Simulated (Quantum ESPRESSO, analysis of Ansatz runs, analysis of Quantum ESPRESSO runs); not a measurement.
**N on an O site in ZnO: charge-transition level against experiment (Quantum ESPRESSO)**

Subject: N on an O site in ZnO. Wanted: its charge-transition level, in one set-up (PBE, JTH 2.0 PBE, 32-site cell, PBE lattice, k: the single point 1/4 1/4 1/4 then 2x2x2 shifted, started with the impurity moved along one bond, dielectric constants 3.7 and 8.5 (handbook)). The model is a cell of 32 host atoms with 1 O taken out and 1 N put in. The level is the Fermi energy at which two charge states have equal formation energy, after a correction for the images of the charge. Other potentials or another program check that the number doesn't hang on one set of files.

What was measured. (0/-1) level above the valence-band top: 1.4 eV (“Acceptors in ZnO”, 2015, McCluskey et al.). The runs below try to reproduce this.

Main program and level: Quantum ESPRESSO 7.5; Quantum ESPRESSO plane-wave DFT, PBE, JTH 2.0 PBE potentials; relaxation of all atoms of a defect supercell.

## (1) Starting point

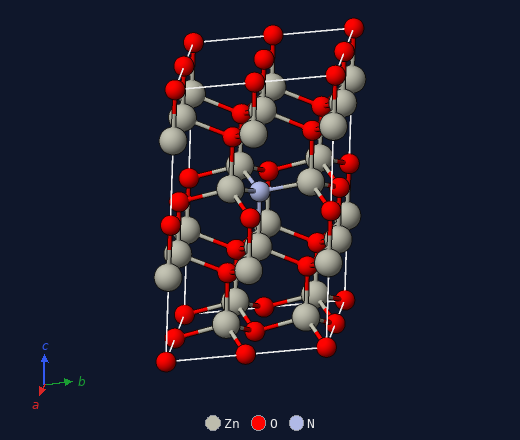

Start, viewed slightly off an axis; zinc light grey, oxygen red, nitrogen light blue. Bonds to atoms that aren't drawn are left out. Some periodic images of atoms are drawn too.

The cell holds 32 atoms: 16 Zn, 15 O and 1 N. Its edges and angles: a = 6.523 Å, b = 6.523 Å, c = 10.511 Å, α = 90.0°, β = 90.0°, γ = 120.0°. It derives from ZnO (space group P6_3mc). Nearest the centre at fractional (0.667, 0.333, 0.440): N20 at 0.13 Å, Zn30 at 1.98 Å, Zn6 at 1.99 Å, Zn22 at 2.00 Å, Zn17 at 2.00 Å, O31 at 3.21 Å, O19 at 3.22 Å, O7 at 3.22 Å.

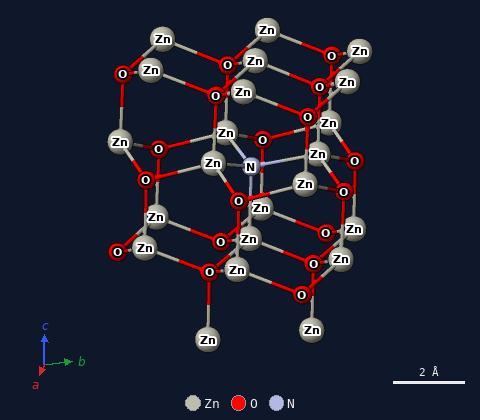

The atoms within 5 Å of the centre.

The host's primitive cell comes from a first run (Quantum ESPRESSO plane-wave DFT, PBE, JTH 2.0 PBE potentials; relaxation of cell and atoms of a defect-free cell): vectors of 3.261, 3.261 and 5.255 Å. That is 12.10 Å³ an atom, 1.7 % over the diffraction cell's volume. The supercell is built on it.

## (2) Relaxation, charge 0

Every later number rests on the structure around the defect, so the atoms are relaxed at the host's lattice first.

Contents of pw.in:

```
&CONTROL
  calculation = 'relax'
  prefix = 'pwscf'
  outdir = './tmp'
  pseudo_dir = './pseudo'
  tprnfor = .true.
  disk_io = 'low'
  nstep = 70
  forc_conv_thr = 0.00078
  etot_conv_thr = 0.0001
/
&SYSTEM
  ibrav = 0
  nat = 32
  ntyp = 3
  ecutwfc = 40
  ecutrho = 240
  nbnd = 148
  occupations = 'smearing'
  smearing = 'fd'
  degauss = 0.00073499
  nspin = 2
  starting_magnetization(1) = 0.0417
  starting_magnetization(2) = 0.0833
  starting_magnetization(3) = 0.1
  tot_magnetization = 1
  nosym = .true.
/
&ELECTRONS
  conv_thr = 3d-08
  electron_maxstep = 100
  mixing_beta = 0.3
/
&IONS
  ion_dynamics = 'bfgs'
/
ATOMIC_SPECIES
Zn    65.3800 Zn.GGA_PBE-JTH.UPF
O     15.9990 O.GGA_PBE-JTH.UPF
N     14.0070 N.GGA_PBE-JTH.UPF
CELL_PARAMETERS angstrom
   6.5226876778    0.0000000000    0.0000000000
  -3.2613438389    5.6488132843    0.0000000000
   0.0000000000    0.0000000000   10.5106435343
ATOMIC_POSITIONS crystal
Zn     0.1656460767    0.3325290930    0.2480572637
Zn     0.3330626020    0.1665176802   -0.0020270695
O      0.3315817994    0.1634595584    0.1904357490
O      0.1641284047    0.3306484337    0.4406287665
Zn     0.1701270598    0.3351445389    0.7502696639
Zn     0.3321779824    0.1675250075    0.4983077884
O      0.3368276037    0.1679254668    0.6895875419
O      0.1656006402    0.3302057602    0.9404714926
Zn     0.1644386865    0.8298869843    0.2495668613
Zn     0.3314933787    0.6648837169   -0.0016647929
O      0.3363668586    0.6684063294    0.1886634018
O      0.1680856347    0.8344926736    0.4413556598
Zn     0.1638371214    0.8323677585    0.7509794659
Zn     0.3313252643    0.6632335433    0.4994415748
O      0.3302799373    0.6666080161    0.6893219961
O      0.1644427797    0.8342512207    0.9388566840
Zn     0.6700012770    0.3342769015    0.2494149108
Zn     0.8326143218    0.1681660352    0.0013332873
O      0.8304239411    0.1651455897    0.1907184214
N      0.6660943721    0.3317675152    0.4522044525
Zn     0.6636901078    0.3334409960    0.7501544007
Zn     0.8366187012    0.1673265092    0.4995080434
O      0.8338310459    0.1697514939    0.6903069961
O      0.6659022922    0.3312205642    0.9381187081
Zn     0.6639046938    0.8328315745    0.2488120343
Zn     0.8344874481    0.6657155862    0.0013988065
O      0.8322588372    0.6635697962    0.1887606801
O      0.6640975696    0.8302614794    0.4403306093
Zn     0.6637222247    0.8335633219    0.7498972533
Zn     0.8327431537    0.6666565043    0.4980023136
O      0.8321341003    0.6659034401    0.6878473513
O      0.6633339043    0.8316421968    0.9389927063
K_POINTS crystal
1
0.25 0.25 0.25 1.0
```

Run with:

```
> OMP_NUM_THREADS=1 mpirun -n 4 pw.x -in pw.in > pw.out
```

The program printed:

```text
This program is part of the open-source Quantum ESPRESSO suite
     for quantum simulation of materials; please cite
         "P. Giannozzi et al., J. Phys.:Condens. Matter 21 395502 (2009);
         "P. Giannozzi et al., J. Phys.:Condens. Matter 29 465901 (2017);
         "P. Giannozzi et al., J. Chem. Phys. 152 154105 (2020);
          URL
     in publications or presentations arising from this work. More details at

     file Zn.GGA_PBE-JTH.UPF: wavefunction(s)  0S 0P 0P 3D 0D renormalized
     file O.GGA_PBE-JTH.UPF: wavefunction(s)  0S 2P 0P renormalized
     file N.GGA_PBE-JTH.UPF: wavefunction(s)  0S 0P renormalized

     Subspace diagonalization in iterative solution of the eigenvalue problem:
     a serial algorithm will be used

     --------------------
     sticks:   dense  smooth     PW     G-vecs:    dense   smooth      PW
     Min         631     415    112                41025    22287    3146
     Max         632     416    113                41028    22296    3151
     Sum        2527    1663    451               164107    89173   12599

     Using Slab Decomposition

     bravais-lattice index     =            0
     lattice parameter (alat)  =      12.3261  a.u.
     unit-cell volume          =    2613.4230 (a.u.)^3
     number of atoms/cell      =           32
     number of atomic types    =            3
     number of electrons       =       287.00 (up: 144.00, down: 143.00)
     number of Kohn-Sham states=          148
     kinetic-energy cutoff     =      40.0000  Ry
     charge density cutoff     =     240.0000  Ry
     scf convergence threshold =      3.0E-08
     mixing beta               =       0.3000
     number of iterations used =            8  plain     mixing
     energy convergence thresh.=      1.0E-04
     force convergence thresh. =      7.8E-04
     Exchange-correlation= SLA PW PBX PBC
                           (   1   4   3   4   0   0   0)
     nstep                     =           70

     celldm(1)=  12.326093  celldm(2)=   0.000000  celldm(3)=   0.000000
     celldm(4)=   0.000000  celldm(5)=   0.000000  celldm(6)=   0.000000

     crystal axes: (cart. coord. in units of alat)
               a(1) = (   1.000000   0.000000   0.000000 )
               a(2) = (  -0.500000   0.866025   0.000000 )
               a(3) = (   0.000000   0.000000   1.611398 )

     reciprocal axes: (cart. coord. in units 2 pi/alat)
               b(1) = (  1.000000  0.577350 -0.000000 )
               b(2) = (  0.000000  1.154701  0.000000 )
               b(3) = (  0.000000 -0.000000  0.620579 )

     PseudoPot. # 1 for Zn read from file:
     Zn.GGA_PBE-JTH.UPF
     Pseudo is Projector augmented-wave + core cor, Zval = 12.0
     Generated using ATOMPAW code
     Shape of augmentation charge: SINC**2
     Using radial grid of 1049 points,  6 beta functions with:
                l(1) =   0
                l(2) =   0
                l(3) =   1
                l(4) =   1
                l(5) =   2
                l(6) =   2
     Q(r) pseudized with 0 coefficients

     PseudoPot. # 2 for O  read from file:
     O.GGA_PBE-JTH.UPF
     Pseudo is Projector augmented-wave + core cor, Zval =  6.0
     Generated using ATOMPAW code
     Shape of augmentation charge: SINC**2
     Using radial grid of  943 points,  4 beta functions with:
                l(1) =   0
                l(2) =   0
                l(3) =   1
                l(4) =   1
     Q(r) pseudized with 0 coefficients

     PseudoPot. # 3 for N  read from file:
     N.GGA_PBE-JTH.UPF
     Pseudo is Projector augmented-wave + core cor, Zval =  5.0
     Generated using ATOMPAW code
     Shape of augmentation charge: SINC**2
     Using radial grid of  933 points,  4 beta functions with:
                l(1) =   0
                l(2) =   0
                l(3) =   1
                l(4) =   1
     Q(r) pseudized with 0 coefficients

     atomic species   valence    mass     pseudopotential
     Zn               12.00    65.38000     Zn( 1.00)
     O                 6.00    15.99900     O ( 1.00)
     N                 5.00    14.00700     N ( 1.00)

     Starting magnetic structure
     atomic species   magnetization
     Zn              0.042
     O               0.083
     N               0.100

     No symmetry found

   Cartesian axes

     site n.     atom                  positions (alat units)
         1        Zn     tau(   1) = (  -0.0006185   0.2879786   0.3997189  )
         2        Zn     tau(   2) = (   0.2498038   0.1442085  -0.0032664  )
         3        O      tau(   3) = (   0.2498520   0.1415601   0.3068677  )
         4        O      tau(   4) = (  -0.0011958   0.2863499   0.7100282  )
         5        Zn     tau(   5) = (   0.0025548   0.2902437   1.2089828  )
         6        Zn     tau(   6) = (   0.2484155   0.1450809   0.8029720  )
         7        O      tau(   7) = (   0.2528649   0.1454277   1.1111997  )
         8        O      tau(   8) = (   0.0004978   0.2859666   1.5154735  )
         9        Zn     tau(   9) = (  -0.2505048   0.7187032   0.4021515  )
        10        Zn     tau(  10) = (  -0.0009485   0.5758062  -0.0026826  )
        11        O      tau(  11) = (   0.0021637   0.5788569   0.3040118  )
        12        O      tau(  12) = (  -0.2491607   0.7226919   0.7111995  )
        13        Zn     tau(  13) = (  -0.2523468   0.7208516   1.2101265  )
        14        Zn     tau(  14) = (  -0.0002915   0.5743771   0.8047990  )
        15        O      tau(  15) = (  -0.0030241   0.5772995   1.1107718  )
        16        O      tau(  16) = (  -0.2526828   0.7224828   1.5128714  )
        17        Zn     tau(  17) = (   0.5028628   0.2894923   0.4019066  )
        18        Zn     tau(  18) = (   0.7485313   0.1456361   0.0021485  )
        19        O      tau(  19) = (   0.7478511   0.1430203   0.3073232  )
        20        N      tau(  20) = (   0.5002106   0.2873191   0.7286812  )
        21        Zn     tau(  21) = (   0.4969696   0.2887684   1.2087970  )
        22        Zn     tau(  22) = (   0.7529554   0.1449090   0.8049061  )
        23        O      tau(  23) = (   0.7489553   0.1470091   1.1123591  )
        24        O      tau(  24) = (   0.5002920   0.2868454   1.5116823  )
        25        Zn     tau(  25) = (   0.2474889   0.7212533   0.4009351  )
        26        Zn     tau(  26) = (   0.5016297   0.5765266   0.0022540  )
        27        O      tau(  27) = (   0.5004739   0.5746683   0.3041685  )
        28        O      tau(  28) = (   0.2489668   0.7190275   0.7095477  )
        29        Zn     tau(  29) = (   0.2469406   0.7218870   1.2083827  )
[...]
atom  12 (R=0.123)  charge=  5.3543  magn=  0.0092
     atom  13 (R=0.122)  charge=  9.2996  magn=  0.0007
     atom  14 (R=0.122)  charge=  9.2955  magn=  0.0038
     atom  15 (R=0.123)  charge=  5.3577  magn= -0.0004
     atom  16 (R=0.123)  charge=  5.3557  magn=  0.0033
[...]
atom  25 (R=0.122)  charge=  9.2967  magn=  0.0036
     atom  26 (R=0.122)  charge=  9.2966  magn=  0.0050
     atom  27 (R=0.123)  charge=  5.3430  magn=  0.0455
     atom  28 (R=0.123)  charge=  5.3465  magn=  0.0531
     atom  29 (R=0.122)  charge=  9.2976  magn=  0.0047
     atom  30 (R=0.122)  charge=  9.2921  magn=  0.0328
     atom  31 (R=0.123)  charge=  5.3608  magn=  0.0074
     atom  32 (R=0.123)  charge=  5.3530  magn=  0.0115

     End of self-consistent calculation

 ------ SPIN UP ------------

          k = 0.2500 0.4330 0.1551 ( 11165 PWs)   bands (ev):

    -9.7359  -9.5973  -9.5544  -9.4901  -9.4442  -9.3973  -9.3586  -9.2891
    -9.2542  -9.2405  -9.1994  -9.1798  -9.1721  -9.1540  -9.0978  -5.4042
     1.9982   2.0308   2.0540   2.0720   2.0989   2.1168   2.1238   2.1333
     2.1504   2.2806   2.2893   2.3112   2.3387   2.3676   2.3863   2.4230
     2.4527   2.4809   2.5004   2.5214   2.5410   2.5614   2.5662   2.5716
     2.5928   2.6045   2.6298   2.6446   2.6495   2.6789   2.6933   2.7043
     2.7226   2.7283   2.7414   2.7634   2.7709   2.7960   2.8115   2.8904
     2.9044   2.9277   2.9558   2.9806   3.0368   3.0433   3.1275   3.1588
     3.2993   3.3258   3.3781   3.4081   3.4223   3.4556   3.4823   3.5088
     3.5161   3.5251   3.5447   3.5510   3.5541   3.5588   3.5867   3.6009
     3.6077   3.6401   3.6648   3.6699   3.6775   3.6940   3.7124   3.7187
     3.7230   3.7285   3.7590   3.7866   3.8370   3.8607   3.8816   3.9250
     4.2146   4.2690   4.3103   4.3401   4.3712   4.3906   4.5396   4.5892
     4.8194   4.8901   5.1218   5.1391   5.1704   5.1805   5.2031   5.2801
     5.6445   5.6526   5.7996   5.8940   5.9453   6.0024   6.0343   6.0484
     6.1070   6.1808   6.2142   6.3049   6.3625   6.3850   6.5011   6.5366
[...]
11.0666  11.9655  12.3802  12.4853

 ------ SPIN DOWN ----------

          k = 0.2500 0.4330 0.1551 ( 11165 PWs)   bands (ev):

[...]
3.6170   3.6511   3.6721   3.6775   3.6852   3.7026   3.7217   3.7267
     3.7385   3.7435   3.7709   3.7983   3.8479   3.8814   3.8964   3.9445
     4.2416   4.2860   4.3257   4.3601   4.3978   4.4221   4.5881   4.6122
     4.8440   4.9160   5.1443   5.1567   5.1892   5.2014   5.2345   5.3222
     5.6752   5.7009   5.8241   5.9196   5.9842   6.0341   6.0523   6.0759
     6.1273   6.2089   6.2504   6.3412   6.4073   6.4244   6.5365   6.5888
     6.6557   6.7820   6.8222   6.8467   6.9325   6.9796   7.0658   7.1256
     7.1584   7.1982   7.2498   7.4059   7.4443   7.6034   7.9255   8.1817
    11.0916  12.0003  12.4138  12.5093

     the spin up/dw Fermi energies are     9.8036    8.0536 ev

!    total energy              =   -4555.57973689 Ry
     total all-electron energy =     -4555.579737 Ry
     estimated scf accuracy    <          1.0E-10 Ry
     smearing contrib. (-TS)   =      -0.00000006 Ry
     internal energy E=F+TS    =   -4555.57973683 Ry

     The total energy is F=E-TS. E is the sum of the following terms:
     one-electron contribution =   -1238.94262312 Ry
     hartree contribution      =     647.74167997 Ry
     xc contribution           =    -365.65662552 Ry
     ewald contribution        =   -1724.27378323 Ry
     one-center paw contrib.   =   -1874.44838493 Ry

     total magnetization       =     1.00 Bohr mag/cell
     absolute magnetization    =     1.09 Bohr mag/cell

     convergence has been achieved in  11 iterations

     Forces acting on atoms (cartesian axes, Ry/au):

     atom    1 type  1   force =     0.00015195   -0.00004057   -0.00038272
     atom    2 type  1   force =    -0.00008059   -0.00028093   -0.00005220
     atom    3 type  2   force =     0.00016341   -0.00035744   -0.00012050
     atom    4 type  2   force =    -0.00018900   -0.00003121    0.00028720
     atom    5 type  1   force =    -0.00009725    0.00031732    0.00058351
     atom    6 type  1   force =    -0.00003594   -0.00023521    0.00025057
     atom    7 type  2   force =     0.00018438    0.00011619   -0.00000418
     atom    8 type  2   force =     0.00020691    0.00009945    0.00004216
     atom    9 type  1   force =     0.00049647   -0.00023917   -0.00060436
     atom   10 type  1   force =    -0.00003949    0.00010264   -0.00020595
     atom   11 type  2   force =     0.00021510    0.00009745   -0.00044571
     atom   12 type  2   force =    -0.00006243   -0.00006889    0.00004320
     atom   13 type  1   force =    -0.00008400   -0.00001831    0.00035778
     atom   14 type  1   force =     0.00017129   -0.00011820    0.00044441
     atom   15 type  2   force =    -0.00010273    0.00019621    0.00018030
     atom   16 type  2   force =    -0.00005358    0.00000861   -0.00022450
[...]
atom   25 type  1   force =     0.00013551   -0.00012106   -0.00042839
     atom   26 type  1   force =     0.00006865    0.00023648   -0.00007301
     atom   27 type  2   force =     0.00037579    0.00015364    0.00003581
     atom   28 type  2   force =     0.00001814   -0.00000961    0.00033143
     atom   29 type  1   force =    -0.00041381   -0.00007644    0.00055645
     atom   30 type  1   force =     0.00010673    0.00026401    0.00024378
     atom   31 type  2   force =    -0.00024267   -0.00009875   -0.00001460
     atom   32 type  2   force =    -0.00006302   -0.00021331   -0.00004209

     Total force =     0.002210     Total SCF correction =     0.000029
     Energy error            =      1.1E-05 Ry
     Gradient error          =      7.0E-04 Ry/Bohr

     bfgs converged in  22 scf cycles and  21 bfgs steps
     (criteria: energy <  1.0E-04 Ry, force <  7.8E-04 Ry/Bohr)

     End of BFGS Geometry Optimization

     Final energy             =   -4555.5797368884 Ry

     File ./tmp/pwscf.bfgs deleted, as requested
Begin final coordinates

ATOMIC_POSITIONS (crystal)
Zn               0.1688105911        0.3324214625        0.2497590169
Zn               0.3351600587        0.1652843142       -0.0003730431
O                0.3375078892        0.1665534580        0.1901174359
O                0.1673938298        0.3333300154        0.4403341935
Zn               0.1612874145        0.3367612621        0.7486840716
Zn               0.3438399336        0.1715397747        0.5001895080
O                0.3258157285        0.1672170454        0.6920419258
O                0.1681130735        0.3331871045        0.9392473662
Zn               0.1639900050        0.8339355990        0.2521451034
Zn               0.3340224259        0.6649755295        0.0007183323
O                0.3323144867        0.6660395857        0.1912860582
O                0.1636185477        0.8361043109        0.4420548159
Zn               0.1624909234        0.8355907860        0.7502718104
Zn               0.3311908093        0.6687071876        0.4981837041
O                0.3291855945        0.6688719267        0.6892841256
O                0.1665213015        0.8316822332        0.9412667729
[...]
Zn               0.6658803628        0.8299922845        0.2498970185
Zn               0.8332878047        0.6629850679       -0.0003370598
O                0.8306393526        0.6599187393        0.1902980508
O                0.6666739275        0.8324704344        0.4403772144
Zn               0.6611397476        0.8362904557        0.7488309198
Zn               0.8287567256        0.6556319078        0.5007614649
O                0.8305768821        0.6717073749        0.6924107851
O                0.6663092756        0.8309812833        0.9394497835
End final coordinates

=------------------------------------------------------------------------------=
   JOB DONE.
=------------------------------------------------------------------------------=
```

The job ended after 30 min (4 MPI ranks of Arm Neoverse V2, shared host; peak memory 1.1 GiB).

(Part 1 of 4 ends here.)

[Logs are printed without paths, hosts, clocks, repeated set-up lines and the standing remarks that a program may print on its own settings, such as how far it seeks lower states.]

[Hosts, paths, dates, database ids (printed as entryN), source tags and the programs' standing remarks are cut or masked in the printed files.]

[For some hosts the program warned that the k-mesh of the response run may be too coarse for force constants and the static dielectric constant; such warnings are not shown here.]
